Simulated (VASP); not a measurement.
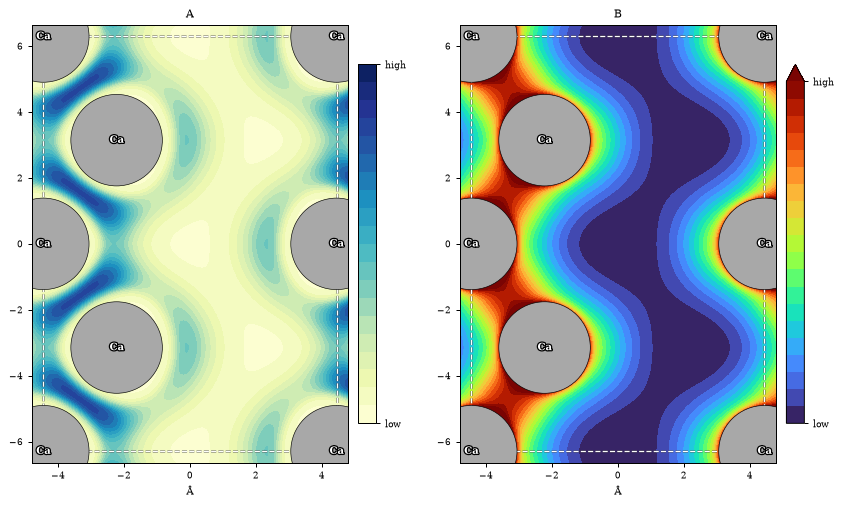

Ca: 2 fields on the (011) plane of the conventional cell, with unlabelled colour scales. Grey discs cover the atomic cores.

Space group Fd-3m; a generated structure, not necessarily the stable one; changed on purpose from its base cell (volume × 1.04).

These are results of Kohn-Sham DFT of a periodic cell, RPBE, VASP PAW PBE potentials, recommended (VASP), not measurements.

Match the panels to the quantities (electron localisation function and valence pseudo-density).

Panel A: electron localisation function. Panel B: valence pseudo-density. From the grid: Ca–Ca (3.85 Å): ρ at the midpoint is about 0.07 e/Å³; the ELF peaks at about 0.80 between the atoms.
